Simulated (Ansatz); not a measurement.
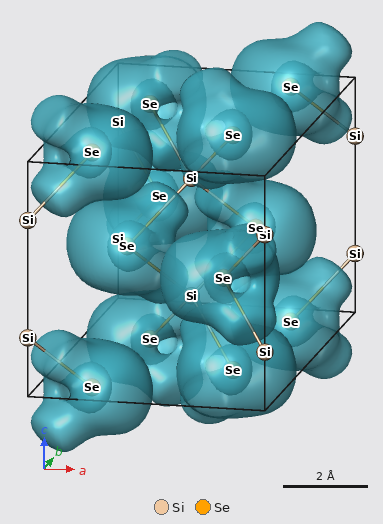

Figure. SiSe$_{2}$. Isosurface of the electron localisation function at 0.65 (cyan), seen at an oblique angle. Only the valence region is drawn (cores and ρ < 0.01 e/Å³ removed). Sticks mark near contacts.

Space group Ibam; a structure from a database of computed crystals, not necessarily the ambient phase.

Theory: Ansatz 0.2.0, DFT PBE+D3(BJ), scalar-relativistic, plane waves, PAW.

In a PAW calculation such maps are meaningful between the atoms, not at the nuclei.

Describe the localisation domains.

Answer. The ELF exceeds this value in eight regions on Se in which the atom's valence shell and bonds are merged, counted in one cell of 12 atoms. Any copies at cell faces, edges or corners count once. Profiles from the grid: Si–Se (2.29 Å): the ELF peaks at about 0.90 between the atoms; localised, covalent bonding.

Does the calculation make it a metal, or give it a gap?

Answer. It is gapped, with a Kohn–Sham gap of 1.5 eV on the k-point mesh (the band edges may lie off the mesh, which would make the gap smaller).
